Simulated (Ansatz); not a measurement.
A series of calculations on MgB₂

### Relaxation

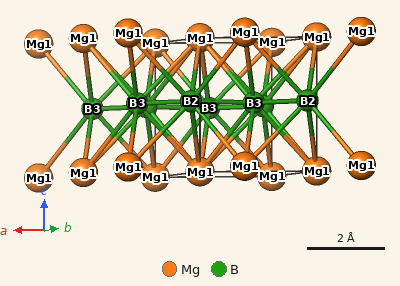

Solid MgB2 (set up in P6/mmm), before the relaxation. The picture is a ball-and-stick view of the cell of the calculation, repeated 2 × 2 × 1 with one cell outlined, seen from a free direction.

Case: volume × 1.03, shape and atoms relaxed.

These are results of Ansatz 0.2.0, DFT PBEsol, scalar-relativistic, plane waves, PAW, not measurements.

The input:
```yaml
crystal:
  lattice:
    - [3.0950919343, 0.0, 0.0]
    - [-1.5475459671, 2.6804282421, 0.0]
    - [0.0, 0.0, 3.5296131622]
  atoms:
    - { symbol: Mg, position: [0.0, 0.0, 0.0] }
    - { symbol: B, position: [0.3333333333, 0.6666666667, 0.5] }
    - { symbol: B, position: [0.6666666667, 0.3333333333, 0.5] }
basis:
  ecutwfc: 420
kpoints:
  mp_grid: { grid: [18, 18, 12] }
hamiltonian:
  xc: pbesol
scf:
  occupations: { method: gaussian, width: 0.1 }
output:
  forces: true
  stress: true
  eigenvalues: true
relax:
  adjacent_minimum: "off"
  f_tol: 0.01
  max_steps: 30
  cell: { stress_tol: 0.1, fix: [volume] }
```

Command:
```bash
ansatz run input.yaml --threads 1 --pin off --max-ram 2560MiB --backend cpu --events-out ev --progress --plain --runs-dir out
```

### What does the optimiser find from here?

The atoms keep their places relative to the cell (all moves are under 0.005 Å). The drawn cell changes at constant volume: a = b 3.095 → 3.088 Å (−0.2 %), c 3.530 → 3.545 Å (+0.4 %). The space group stays P6/mmm (No. 191). After 1 accepted move (2 points after the start) the energy has fallen by 0.7 meV per cell of the calculation. All forces vanish by symmetry, so only the cell relaxes. Pressure: −4.39 GPa at the start and −4.11 GPa at the end. At 1 point the geometry stayed and the basis and grid were re-selected for the new cell (energy shift of less than 0.05 meV per cell of the calculation at most each time). The run took 19 s on 1 thread of Arm Neoverse V1 (shared host), peak memory 0.37 GiB.

Step by step:

```json
{"step": "0", "E − E(0), meV/atom": "0.00", "pressure, GPa": "-4.39", "note": ""}
{"step": "1", "E − E(0), meV/atom": "-0.25", "pressure, GPa": "-4.11", "note": ""}
{"step": "2", "E − E(0), meV/atom": "-0.24", "pressure, GPa": "-4.11", "note": "same geometry, new basis"}
```

### Relaxation

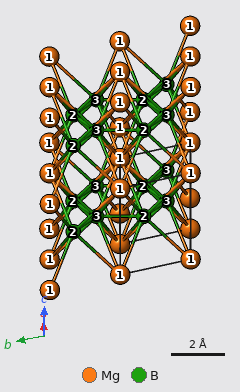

Starting structure of solid MgB2 (set up in P6/mmm). The picture is a ball-and-stick view of the cell of the calculation, repeated 2 × 2 × 2 with one cell outlined, seen from a free direction.

Method: DFT PBEsol, scalar-relativistic, plane waves, PAW (Ansatz 0.2.0).

Input
```yaml
crystal:
  lattice:
    - [3.085, 0.0, 0.0]
    - [-1.5425, 2.6716883707, 0.0]
    - [0.0, 0.0, 3.523]
  atoms:
    - { symbol: Mg, position: [0.0, 0.0, 0.0] }
    - { symbol: B, position: [0.3333333333, 0.6666666667, 0.5] }
    - { symbol: B, position: [0.6666666667, 0.3333333333, 0.5] }
basis:
  ecutwfc: 420
kpoints:
  mp_grid: { grid: [18, 18, 12] }
hamiltonian:
  xc: pbesol
scf:
  occupations: { method: gaussian, width: 0.1 }
output:
  forces: true
  stress: true
  eigenvalues: true
relax:
  adjacent_minimum: "off"
  f_tol: 0.005
  max_steps: 80
  cell: { stress_tol: 0.05 }
```

Command:
```bash
ansatz run input.yaml --threads 1 --pin off --max-ram 2560MiB --backend cpu --events-out ev --progress --plain --runs-dir out
```

### Predict the outcome.

No atom moves by more than 0.005 Å relative to the cell. The drawn cell changes as follows: a = b 3.085 → 3.065 Å (−0.7 %), c 3.523 → 3.495 Å (−0.8 %); the volume changes by −2.1 %. Some distances before and after: Mg1–B2 2.505 → 2.487 Å, B2–B3 1.781 → 1.769 Å. The space group stays P6/mmm (No. 191). Over 3 accepted moves (4 points after the start) the energy falls by 2.0 meV per atom. All forces vanish by symmetry, so only the cell relaxes. Pressure: −3.14 GPa at the start and −0.02 GPa at the end. The SCF was repeated once at an unchanged geometry on a basis and grid sized afresh for the cell, which shifted the energy by 0.2 meV per atom at most. The run took 30 s on 1 thread of Arm Neoverse V1 (shared host), peak memory 0.37 GiB.

Step by step:

| step | E − E(0), meV/atom | pressure, GPa | volume, Å³/atom | note |
| --- | --- | --- | --- | --- |
| 0 | 0.00 | -3.14 | 9.679 |  |
| 1 | -1.91 | -1.05 | 9.541 |  |
| 2 | -2.19 | 0.04 | 9.476 |  |
| 3 | -2.19 | 0.00 | 9.476 |  |
| 4 | -2.00 | -0.02 | 9.476 | same geometry, new basis |

### A change

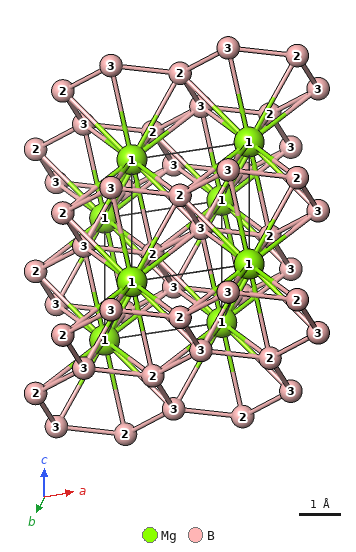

The starting point is a crystal of MgB₂ (set up in P6/mmm). The picture is a ball-and-stick view of the cell of the calculation, seen from a free direction.

Computed with Ansatz 0.2.0, DFT PBEsol, scalar-relativistic, plane waves, PAW. (plane-wave cutoff 420 eV; k-point mesh 18 × 18 × 12; occupations gaussian; smearing width 0.1 eV; no spin polarisation)

Change: The volume is changed by +10.0 %. The cell's shape and the atoms are relaxed at that volume.

What is the effect?

The drawn cell changes as follows: a = b 3.065 → 3.142 Å (+2.5 %), c 3.495 → 3.658 Å (+4.6 %); the volume changes by +10.0 %. No atom moves by more than 0.005 Å relative to the cell. Among the bonded contacts that change: B–Mg 2.487 → 2.576 Å, B–B 1.769 → 1.814 Å. The space group stays P6/mmm (No. 191). Energy change: +37.6 meV per atom. The pressure goes from 0.0 to −11.8 GPa.

The changed structure in the same view:

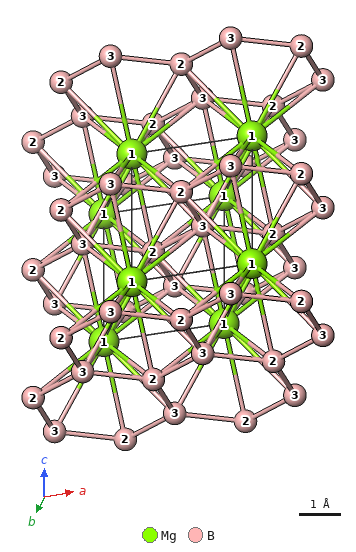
